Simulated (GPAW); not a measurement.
## Conductance along a series: a K chain with one bond drawn out

How does transport respond as one structural variable is stepped? The junctions: a K chain with one bond drawn out.

Program: GPAW 26.7.0. Level of theory: GPAW LCAO, PAW setups; Landauer transmission from Green's functions with principal layers (ASE), zero bias. Results are calculated unless marked as measured.

## (1) Starting point

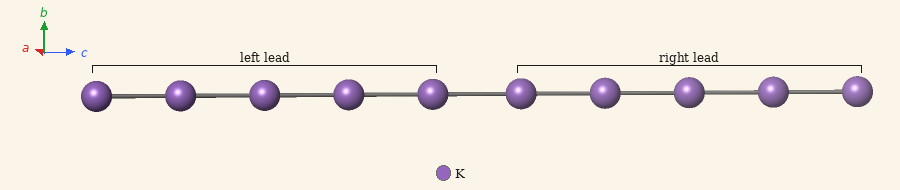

The starting structure, seen from the side, with the c axis across the page (potassium purple).

The cell holds 10 atoms: 10 K. Cell: a = 9.000 Å, b = 9.000 Å, c = 41.200 Å, α = 90.0°, β = 90.0°, γ = 90.0°. Regions: left lead, 5 atoms (5 K); right lead, 5 atoms (5 K). Vacuum lies along a and b. The structure is stacked along c, and the current runs across the ab planes.

## (2) Member of the series, stretch 0.2 Å

The structure changes from member to member while basis and functional stay, so that the trend is less open to errors of the level than any single value.

The input, run.py:

```python
import json
import numpy as np
from ase import Atoms
from ase.transport.calculators import TransportCalculator
from gpaw import GPAW, FermiDirac
from gpaw.lcao.tools import get_lcao_hamiltonian
from scipy.linalg import eigh

# The junction with lead layers at both ends, along the third cell vector
device = Atoms(
    ['K', 'K', 'K', 'K', 'K', 'K', 'K', 'K', 'K', 'K'],
    positions=[
        [4.50000, 4.50000, 2.05000],
        [4.50000, 4.50000, 6.15000],
        [4.50000, 4.50000, 10.25000],
        [4.50000, 4.50000, 14.35000],
        [4.50000, 4.50000, 18.45000],
        [4.50000, 4.50000, 22.75000],
        [4.50000, 4.50000, 26.85000],
        [4.50000, 4.50000, 30.95000],
        [4.50000, 4.50000, 35.05000],
        [4.50000, 4.50000, 39.15000]],
    cell=[[9.0, 0.0, 0.0], [0.0, 9.0, 0.0], [0.0, 0.0, 41.2]],
    pbc=True)

# One principal layer of the lead: the first 3 atoms of the device
lead = Atoms(
    ['K', 'K', 'K'],
    positions=[
        [4.50000, 4.50000, 2.05000],
        [4.50000, 4.50000, 6.15000],
        [4.50000, 4.50000, 10.25000]],
    cell=[[9.0, 0.0, 0.0], [0.0, 9.0, 0.0], [0.0, 0.0, 12.3]],
    pbc=True)

settings = dict(mode='lcao', basis='dzp', xc='PBE', h=0.2,
                occupations=FermiDirac(0.1), maxiter=250,
                mixer=dict(beta=0.1, nmaxold=8, weight=100.0),
                convergence=dict(density=0.0001))
energies = np.arange(-3, 3 + 1e-9, 0.075)
eta = 0.0001
n1, n2 = 1, 1
# k and -k transmit alike, so half of the mesh across the current serves
mesh = [(i, j) for i in range(n1) for j in range(n2) if (i, j) <= (-i % n1, -j % n2)]
weights = np.array([1 if (i, j) == (-i % n1, -j % n2) else 2 for i, j in mesh]) / (n1 * n2)

# [... helper functions left out ...]
fermi_lead = ground_state(lead, (1, 1, 9), 'lead.txt')
fermi_device = ground_state(device, (1, 1, 2), 'device.txt')
# [... loop over the mesh left out, but for ...]
        # Shift the lead onto the potential of the device's first layer
        shift = ((H[:, 0, 0] - H0[:, 0, 0]) / S0[0, 0]).real.mean()
# [...]
kT = 8.617333e-5 * 500
bias = [0.1, 0.2, 0.5, 1.0, 1.5, 2.0]
# [... integrals and printing left out ...]
```

On the command line:

```console
OMP_NUM_THREADS=1 OPENBLAS_NUM_THREADS=1 python run.py
```

Log:

```text
basis functions: device 190, principal layer 57
Fermi level: lead -1.7160 eV, device -1.7202 eV; lead shifted by 0.0002 eV
largest coupling past the next layer 3.36e-07 eV, largest misfit of the first layer 0.002 eV
  E-E_F (eV)   T (one spin)  [channel counts left out]
    -3.000    6.8652e-11
    -2.925    6.8268e-11
    -2.850    6.7872e-11
    -2.775    6.7465e-11
    -2.700    6.7047e-11
    -2.625    6.6616e-11
    -2.550    6.6174e-11
    -2.475    6.5719e-11
    -2.400    6.5252e-11
    -2.325    6.4773e-11
    -2.250    6.4281e-11
    -2.175    6.3777e-11
    -2.100    6.3261e-11
    -2.025    6.2733e-11
    -1.950    6.2193e-11
    -1.875    6.1641e-11
[...]
2.475    2.9866e+00
     2.550    2.9879e+00
     2.625    2.9889e+00
     2.700    2.9897e+00
     2.775    2.9903e+00
     2.850    2.9907e+00
     2.925    2.9910e+00
     3.000    4.3436e+00
conductance at 500 K: 0.99503 G0 a cell; thermopower -0.08253 uV/K
current from the zero-bias T(E) at 0.1 V: 7.7094 uA
current from the zero-bias T(E) at 0.2 V: 15.418 uA
current from the zero-bias T(E) at 0.5 V: 38.53 uA
current from the zero-bias T(E) at 1.0 V: 76.513 uA
current from the zero-bias T(E) at 1.5 V: 103.32 uA
current from the zero-bias T(E) at 2.0 V: 122.75 uA
```

It took 2.1 min on 1 thread of Arm Neoverse N1, shared host; peak memory 1.4 GiB.

This step gave:

```yaml
conductance: 0.9950 G₀
largest_coupling_past_the_next_principal_layer: 3.36e-7 eV
largest_misfit_of_the_first_principal_layer: 0.001939 eV
shift_that_aligns_the_lead: 2.17e-4 eV
basis_functions_of_the_junction: 190
basis_functions_of_a_principal_layer: 57
transmission_at_the_fermi_level_one_spin: 0.9951
```

One spin. The transmission, zone mean by energy, zero at the Fermi level:

| energy (eV) | transmission, zone mean |
| --- | --- |
| -3.0000 | 6.9e-11 |
| -2.7750 | 6.7e-11 |
| -2.4750 | 6.6e-11 |
| -2.2500 | 6.4e-11 |
| -2.0250 | 6.3e-11 |
| -1.7250 | 6.1e-11 |
| -1.5000 | 5.9e-11 |
| -1.2750 | 5.7e-11 |
| -0.9750 | 5.4e-11 |
| -0.7500 | 4.9e-11 |
| -0.5250 | 0.960 |
| -0.2250 | 0.993 |
| 0.0000 | 0.995 |
| 0.2250 | 0.996 |
| 0.5250 | 0.997 |
| 0.7500 | 0.998 |
| 0.9750 | 0.998 |
| 1.2750 | 0.997 |
| 1.5000 | 0.982 |
| 1.7250 | 1.96 |
| 2.0250 | 2.89 |
| 2.2500 | 2.98 |
| 2.4750 | 2.99 |
| 2.7750 | 2.99 |
| 3.0000 | 4.34 |

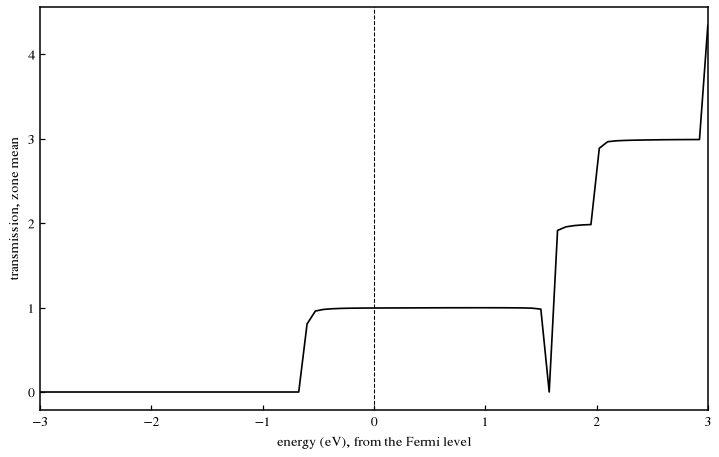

Transmission, zone mean against energy.

Not self-consistent under bias; the bias window is split evenly. The current through one cell, from the zero-bias transmission by bias:

| bias (V) | current through one cell, from the zero-bias transmission (μA) |
| --- | --- |
| 0.100 | 7.71 |
| 0.200 | 15.4 |
| 0.500 | 38.5 |
| 1.000 | 76.5 |
| 1.500 | 103 |
| 2.000 | 123 |

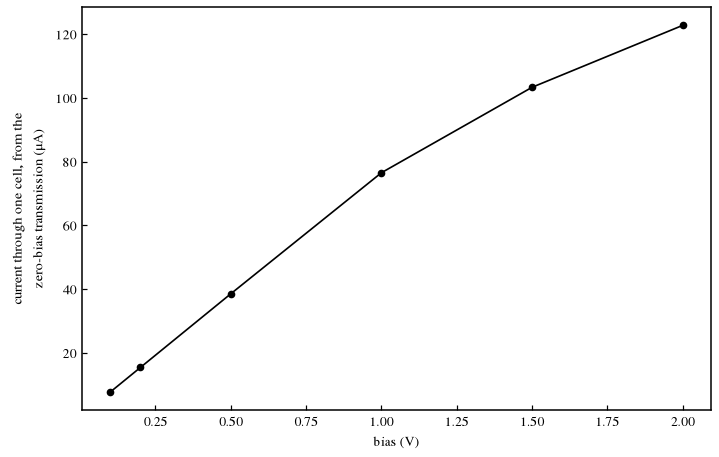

Current through one cell, from the zero-bias transmission against bias.

Transmission of the three most open eigenchannels against energy, zero at the Fermi level:

| energy (eV) | channel 1 | channel 2 | channel 3 |
| --- | --- | --- | --- |
| -0.975 | 5.4e-11 | 0 | 0 |
| -0.525 | 0.960 | 4.3e-11 | 0 |
| 0.000 | 0.995 | 3.7e-11 | 0 |
| 0.525 | 0.997 | 2.9e-11 | 0 |
| 0.975 | 0.998 | 2.1e-11 | 0 |
| 1.500 | 0.982 | 1.3e-11 | 1.2e-12 |
| 2.025 | 0.993 | 0.993 | 0.902 |
| 2.475 | 0.996 | 0.996 | 0.995 |
| 3.000 | 0.997 | 0.997 | 0.997 |

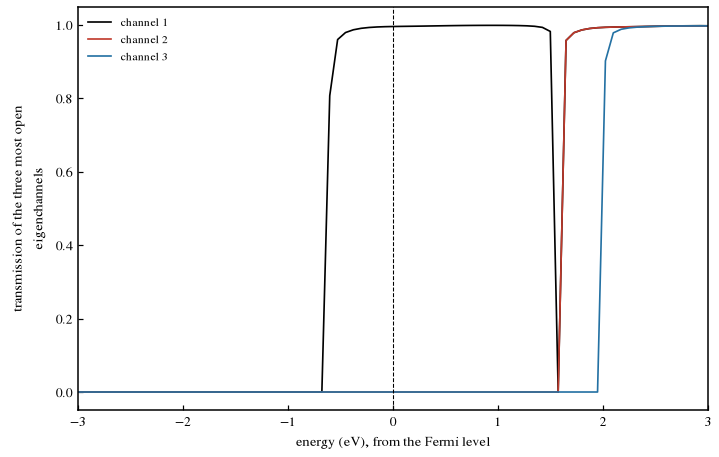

Transmission of the three most open eigenchannels, plotted against energy.

Couplings past the next layer reach 3.4e-7 eV, small enough to drop; the matrix elements of the cell's first layer differ from the bulk lead's by up to 0.0019 eV. That layer keeps its own values in the calculation, and only beyond it is the lead taken as perfect. The Fermi levels of lead and junction count from different zeros of potential, one for each periodic cell; with both set to zero, the small remaining shift is what aligns them. By hand: G = 0.9950 × 77.48 μS = 77.1 μS, a resistance of 13.0 kΩ; at 0.1 V a linear junction would pass 7.71 μA, and the integral over the bias window gives 7.71 μA.

## (3) Junction: stretch = 0.5

The cell differs from the one that the last finished run ended in (c 41.200 → 41.500 Å).

run.py, as its differences from that of step 2:

```diff
@@ -17,8 +17,8 @@
         [4.50000, 4.50000, 18.45000],
-        [4.50000, 4.50000, 22.75000],
-        [4.50000, 4.50000, 26.85000],
-        [4.50000, 4.50000, 30.95000],
-        [4.50000, 4.50000, 35.05000],
-        [4.50000, 4.50000, 39.15000]],
-    cell=[[9.0, 0.0, 0.0], [0.0, 9.0, 0.0], [0.0, 0.0, 41.2]],
+        [4.50000, 4.50000, 23.05000],
+        [4.50000, 4.50000, 27.15000],
+        [4.50000, 4.50000, 31.25000],
+        [4.50000, 4.50000, 35.35000],
+        [4.50000, 4.50000, 39.45000]],
+    cell=[[9.0, 0.0, 0.0], [0.0, 9.0, 0.0], [0.0, 0.0, 41.5]],
     pbc=True)
```

Log:

```text
basis functions: device 190, principal layer 57
Fermi level: lead -1.7160 eV, device -1.7247 eV; lead shifted by 0.0005 eV
largest coupling past the next layer 3.36e-07 eV, largest misfit of the first layer 0.004 eV
  E-E_F (eV)   T (one spin)  [channel counts left out]
    -3.000    5.1613e-11
    -2.925    5.1197e-11
    -2.850    5.0772e-11
    -2.775    5.0337e-11
    -2.700    4.9893e-11
    -2.625    4.9438e-11
    -2.550    4.8973e-11
    -2.475    4.8498e-11
    -2.400    4.8013e-11
    -2.325    4.7518e-11
    -2.250    4.7012e-11
    -2.175    4.6496e-11
    -2.100    4.5970e-11
    -2.025    4.5433e-11
    -1.950    4.4887e-11
    -1.875    4.4330e-11
[...]
2.475    2.9417e+00
     2.550    2.9485e+00
     2.625    2.9540e+00
     2.700    2.9582e+00
     2.775    2.9612e+00
     2.850    2.9630e+00
     2.925    2.9638e+00
     3.000    3.3401e+00
conductance at 500 K: 0.97918 G0 a cell; thermopower -0.4108 uV/K
current from the zero-bias T(E) at 0.1 V: 7.5861 uA
current from the zero-bias T(E) at 0.2 V: 15.168 uA
current from the zero-bias T(E) at 0.5 V: 37.845 uA
current from the zero-bias T(E) at 1.0 V: 74.253 uA
current from the zero-bias T(E) at 1.5 V: 99.034 uA
current from the zero-bias T(E) at 2.0 V: 118.42 uA
```

Wall time 2.2 min (1 thread); peak memory 1.4 GiB.

This step gave:

```
conductance                                 : 0.9792 G₀
largest misfit of the first principal layer : 0.004354 eV
shift that aligns the lead                  : 4.71e-4 eV
transmission at the Fermi level (one spin)  : 0.9798
```

One spin. Table of transmission, zone mean by energy, zero at the Fermi level:

| energy (eV) | transmission, zone mean |
| --- | --- |
| -3.000 | 5.2e-11 |
| -2.475 | 4.8e-11 |
| -2.025 | 4.5e-11 |
| -1.500 | 4.1e-11 |
| -0.975 | 3.7e-11 |
| -0.525 | 0.803 |
| 0.000 | 0.980 |
| 0.525 | 0.992 |
| 0.975 | 0.998 |
| 1.500 | 0.912 |
| 2.025 | 2.53 |
| 2.475 | 2.94 |
| 3.000 | 3.34 |

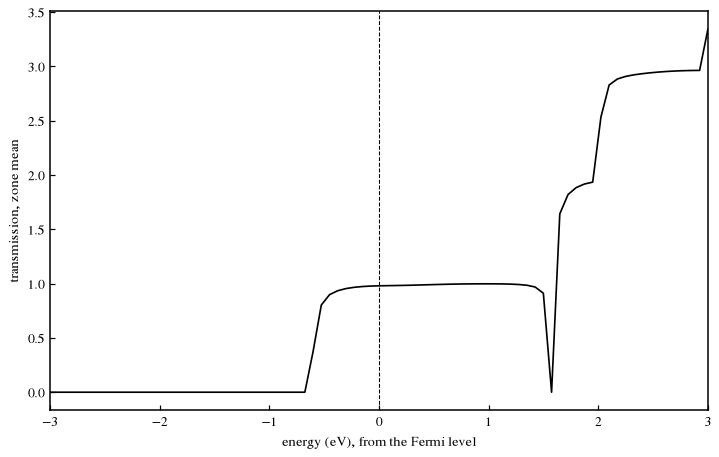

Transmission, zone mean, plotted against energy.

Not self-consistent under bias; the bias window is split evenly. Table of current through one cell, from the zero-bias transmission by bias:

| bias (V) | current through one cell, from the zero-bias transmission (μA) |
| --- | --- |
| 0.100 | 7.59 |
| 0.200 | 15.2 |
| 0.500 | 37.8 |
| 1.000 | 74.3 |
| 1.500 | 99.0 |
| 2.000 | 118 |

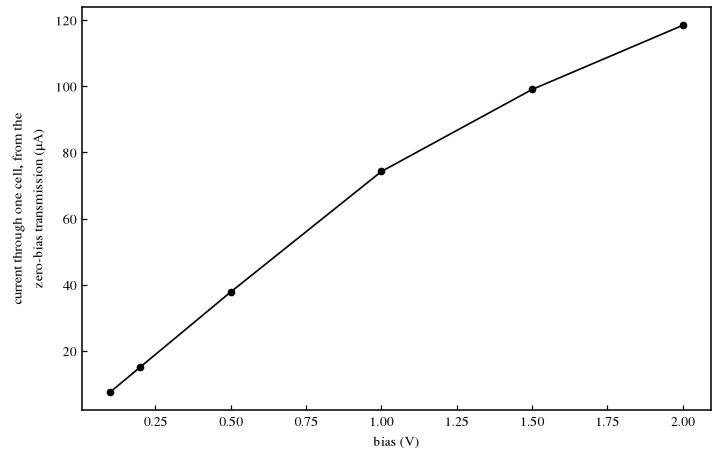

Current through one cell, from the zero-bias transmission against bias.

Table of transmission of the three most open eigenchannels by energy, zero at the Fermi level:

| energy (eV) | channel 1 | channel 2 | channel 3 |
| --- | --- | --- | --- |
| -0.7500 | 3.2e-11 | 0 | 0 |
| -0.5250 | 0.803 | 3.1e-11 | 0 |
| -0.2250 | 0.966 | 2.7e-11 | 0 |
| 0.0000 | 0.980 | 2.4e-11 | 0 |
| 0.2250 | 0.984 | 2.1e-11 | 0 |
| 0.5250 | 0.992 | 1.8e-11 | 0 |
| 0.7500 | 0.997 | 1.5e-11 | 0 |
| 0.9750 | 0.998 | 1.2e-11 | 0 |
| 1.2750 | 0.992 | 9.4e-12 | 0 |
| 1.5000 | 0.912 | 7.9e-12 | 0 |
| 1.7250 | 0.910 | 0.910 | 1.0e-8 |
| 2.0250 | 0.972 | 0.972 | 0.590 |
| 2.2500 | 0.976 | 0.976 | 0.956 |
| 2.4750 | 0.981 | 0.981 | 0.980 |
| 2.7750 | 0.990 | 0.986 | 0.986 |
| 3.0000 | 0.996 | 0.985 | 0.985 |

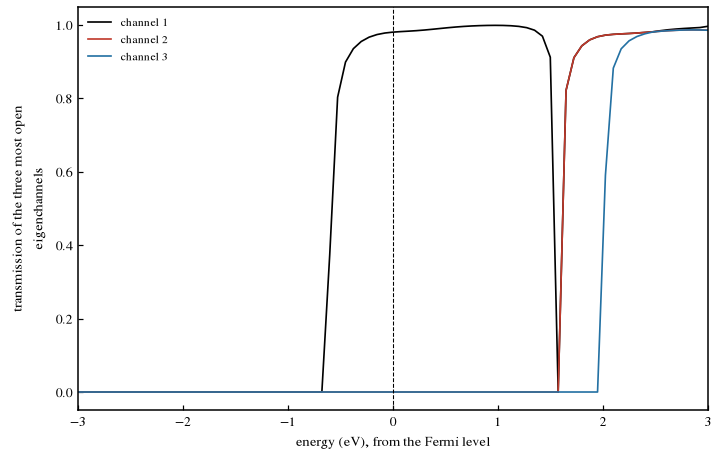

Transmission of the three most open eigenchannels against energy.

The conductance, 0.979 G₀, lies 1.6 % below that of the member before.

## (4) Junction: stretch = 0.8

The cell differs from the one that the last finished run ended in (c 41.500 → 41.800 Å).

run.py, as its differences from that of step 3:

```diff
@@ -17,8 +17,8 @@
         [4.50000, 4.50000, 18.45000],
-        [4.50000, 4.50000, 23.05000],
-        [4.50000, 4.50000, 27.15000],
-        [4.50000, 4.50000, 31.25000],
-        [4.50000, 4.50000, 35.35000],
-        [4.50000, 4.50000, 39.45000]],
-    cell=[[9.0, 0.0, 0.0], [0.0, 9.0, 0.0], [0.0, 0.0, 41.5]],
+        [4.50000, 4.50000, 23.35000],
+        [4.50000, 4.50000, 27.45000],
+        [4.50000, 4.50000, 31.55000],
+        [4.50000, 4.50000, 35.65000],
+        [4.50000, 4.50000, 39.75000]],
+    cell=[[9.0, 0.0, 0.0], [0.0, 9.0, 0.0], [0.0, 0.0, 41.8]],
     pbc=True)
```

Log:

```text
basis functions: device 190, principal layer 57
Fermi level: lead -1.7160 eV, device -1.7280 eV; lead shifted by 0.0005 eV
largest coupling past the next layer 3.36e-07 eV, largest misfit of the first layer 0.007 eV
  E-E_F (eV)   T (one spin)  [channel counts left out]
    -3.000    3.4155e-11
    -2.925    3.3773e-11
    -2.850    3.3383e-11
[...]
2.925    2.8992e+00
     3.000    2.9838e+00
conductance at 500 K: 0.94578 G0 a cell; thermopower -0.996 uV/K
current from the zero-bias T(E) at 0.1 V: 7.3264 uA
current from the zero-bias T(E) at 0.2 V: 14.644 uA
current from the zero-bias T(E) at 0.5 V: 36.428 uA
current from the zero-bias T(E) at 1.0 V: 70.386 uA
current from the zero-bias T(E) at 1.5 V: 93.292 uA
current from the zero-bias T(E) at 2.0 V: 112.61 uA
```

Wall time 2.4 min (1 thread); peak memory 1.4 GiB.

One spin. The transmission, zone mean by energy, zero at the Fermi level:

| energy (eV) | transmission, zone mean |
| --- | --- |
| -3.000 | 3.4e-11 |
| -2.475 | 3.1e-11 |
| -2.025 | 2.9e-11 |
| -1.500 | 2.5e-11 |
| -0.975 | 2.1e-11 |
| -0.525 | 0.592 |
| 0.000 | 0.947 |
| 0.525 | 0.978 |
| 0.975 | 0.998 |
| 1.500 | 0.821 |
| 2.025 | 2.24 |
| 2.475 | 2.85 |
| 3.000 | 2.98 |

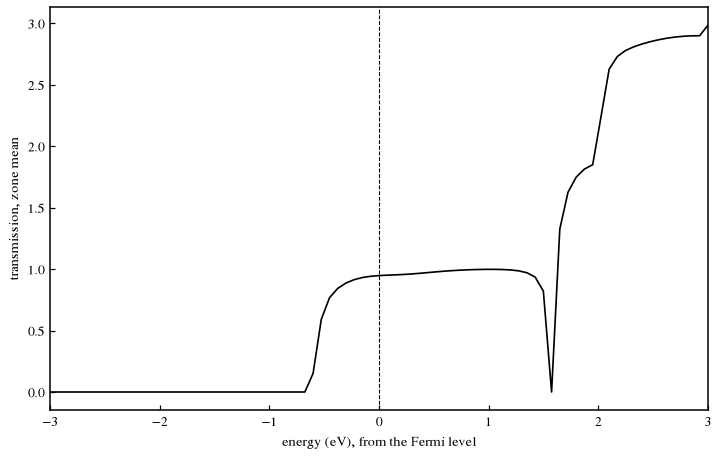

Transmission, zone mean against energy.

The conductance, 0.946 G₀, lies 3.4 % below that of the member before.

## (5) Member of the series: stretch = 1.2

The cell differs from the one that the last finished run ended in (c 41.800 → 42.200 Å).

run.py, as its differences from that of step 4:

```diff
@@ -17,8 +17,8 @@
         [4.50000, 4.50000, 18.45000],
-        [4.50000, 4.50000, 23.35000],
-        [4.50000, 4.50000, 27.45000],
-        [4.50000, 4.50000, 31.55000],
-        [4.50000, 4.50000, 35.65000],
-        [4.50000, 4.50000, 39.75000]],
-    cell=[[9.0, 0.0, 0.0], [0.0, 9.0, 0.0], [0.0, 0.0, 41.8]],
+        [4.50000, 4.50000, 23.75000],
+        [4.50000, 4.50000, 27.85000],
+        [4.50000, 4.50000, 31.95000],
+        [4.50000, 4.50000, 36.05000],
+        [4.50000, 4.50000, 40.15000]],
+    cell=[[9.0, 0.0, 0.0], [0.0, 9.0, 0.0], [0.0, 0.0, 42.2]],
     pbc=True)
```

Log:

```text
basis functions: device 190, principal layer 57
Fermi level: lead -1.7160 eV, device -1.7310 eV; lead shifted by -0.0014 eV
largest coupling past the next layer 3.36e-07 eV, largest misfit of the first layer 0.009 eV
  E-E_F (eV)   T (one spin)  [channel counts left out]
    -3.000    1.4338e-11
    -2.925    1.4084e-11
    -2.850    1.3826e-11
[...]
2.925    2.7392e+00
     3.000    2.7615e+00
conductance at 500 K: 0.87078 G0 a cell; thermopower -2.155 uV/K
current from the zero-bias T(E) at 0.1 V: 6.7437 uA
current from the zero-bias T(E) at 0.2 V: 13.469 uA
current from the zero-bias T(E) at 0.5 V: 33.323 uA
current from the zero-bias T(E) at 1.0 V: 63.143 uA
current from the zero-bias T(E) at 1.5 V: 83.95 uA
current from the zero-bias T(E) at 2.0 V: 103.09 uA
```

The job ended after 2.4 min (1 thread; peak memory 1.4 GiB).

One spin. Table of transmission, zone mean by energy, zero at the Fermi level:

| energy (eV) | transmission, zone mean |
| --- | --- |
| -3.0000 | 1.4e-11 |
| -2.7750 | 1.4e-11 |
| -2.4750 | 1.2e-11 |
| -2.2500 | 1.2e-11 |
| -2.0250 | 1.1e-11 |
| -1.7250 | 9.7e-12 |
| -1.5000 | 8.8e-12 |
| -1.2750 | 7.8e-12 |
| -0.9750 | 6.4e-12 |
| -0.7500 | 4.3e-12 |
| -0.5250 | 0.345 |
| -0.2250 | 0.807 |
| 0.0000 | 0.874 |
| 0.2250 | 0.892 |
| 0.5250 | 0.942 |
| 0.7500 | 0.977 |
| 0.9750 | 0.996 |
| 1.0500 | 0.998 |
| 1.2750 | 0.981 |
| 1.5000 | 0.717 |
| 1.7250 | 1.34 |
| 2.0250 | 1.96 |
| 2.2500 | 2.54 |
| 2.4750 | 2.66 |
| 2.7750 | 2.74 |
| 3.0000 | 2.76 |

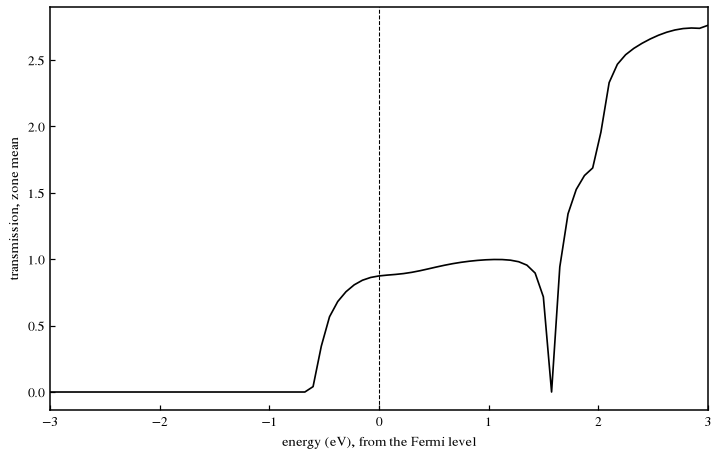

Transmission, zone mean against energy.

The conductance, 0.871 G₀, lies 7.9 % below that of the member before.

(Continued in part 2 of 2.)

[Logs are printed without paths, hosts, clocks, repeated set-up lines and the standing remarks that a program may print on its own settings, such as how far it seeks lower states.]

[Hosts, paths, dates, database ids (printed as entryN), source tags and the programs' standing remarks are cut or masked in the printed files.]
